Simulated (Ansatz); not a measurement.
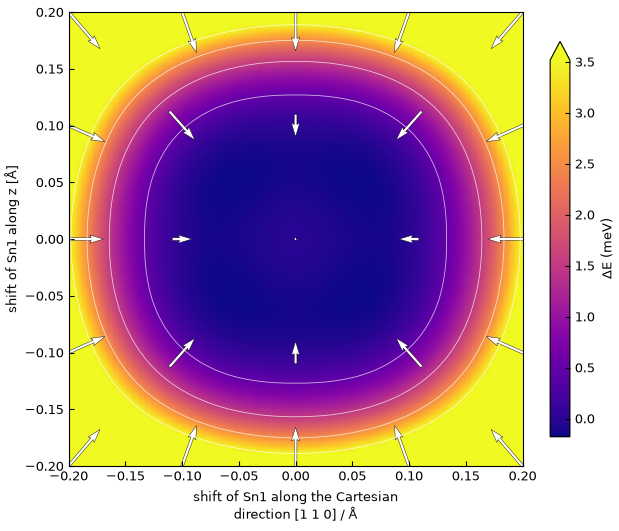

Energy landscape of SnSe (Fm-3m, No. 225; 2 atoms in the cell). 
- Atom Sn1 is moved over a plane while all other atoms and the cell stay fixed (its periodic images move with it) (x, y and z along the cube axes).
- Coordinates scanned: (1) shift of Sn1 along the Cartesian direction [1 1 0]; (2) shift of Sn1 along z.
- The scan uses a 5 × 5 grid; 9 points were computed and 16 follow by symmetry.
- Points are written as (first, second).
- Energies: meV per cell, counted from the undisplaced cell.
- The reference cell is the one listed in the database, not relaxed at this level.
- Computed with DFT PBEsol, scalar-relativistic, plane waves, PAW in Ansatz 0.2.0. Settings: cutoff 420 eV, k-mesh 8×8×8, gaussian smearing 0.05 eV, no spin polarisation.

Drawn: a smooth colour map with a few white contour lines, arrows along the force (downhill), their lengths compressed, one colour for all values above the top of the scale. Between grid points the surface is interpolated. 

### Describe this landscape.

The lowest grid point is at (−0.1 Å, 0.0 Å), 0.0 meV from the undisplaced cell; the map holds 2 wells of about this depth. The bottom of the well lies between grid points, at about (−0.1 Å, −0.1 Å), about 0.17 meV lower on the interpolated surface. No other kind of well shows on this grid. The highest grid point, (−0.2 Å, −0.2 Å), lies 14.7 meV above the lowest.

The values on the grid:

```
second ↓, first →  −0.2  −0.1  0.0  0.1   0.2
              0.2  14.7   6.4  4.5  6.4  14.7
              0.1   5.5   0.6  0.0  0.6   5.5
              0.0   3.7   0.0  0.0  0.0   3.7
             −0.1   5.5   0.6  0.0  0.6   5.5
             −0.2  14.7   6.4  4.5  6.4  14.7
```
